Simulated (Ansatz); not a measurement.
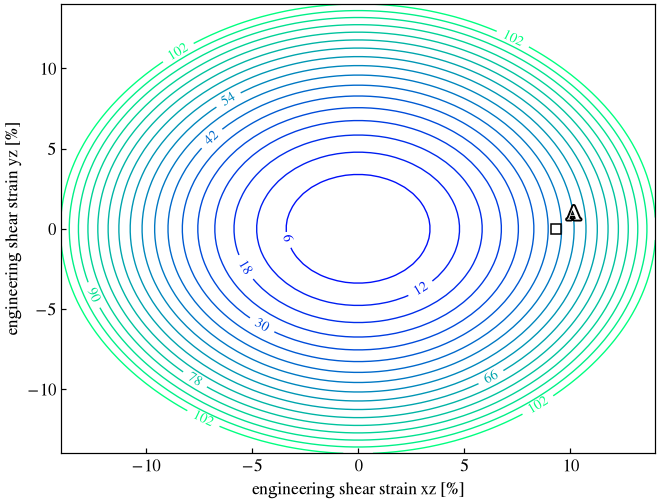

Ni (Im-3m, No. 229; 1 atom in the cell). The energy is mapped over two homogeneous strains (x, y and z along the cube axes). Coordinates scanned: (1) engineering shear strain xz; (2) engineering shear strain yz. Nothing is relaxed (symmetry fixes all fractional coordinates). Grid: 7 × 7 points; 10 points were computed and 39 follow by symmetry. Points are written as (first, second). Energies: meV/atom, counted from the lowest grid point. The electronic state followed may not be the lowest one. Level of theory: Ansatz, DFT PBE, scalar-relativistic, plane waves, PAW. Settings: cutoff 520 eV, k-mesh 22×22×22, gaussian smearing 0.15 eV, spin-polarised.

The picture shows contour lines labelled in meV/atom (none above 102), the point A. Between grid points the surface is interpolated.

Is A at rest? If not, where is it pushed?

Answer. A, at (9.3 %, 0.0 %), is not a stationary point. The computed force is 9.7 meV/atom for each 1 % towards smaller values of engineering shear strain xz and nearly zero along engineering shear strain yz.

PAW datasets: the set soft_1.
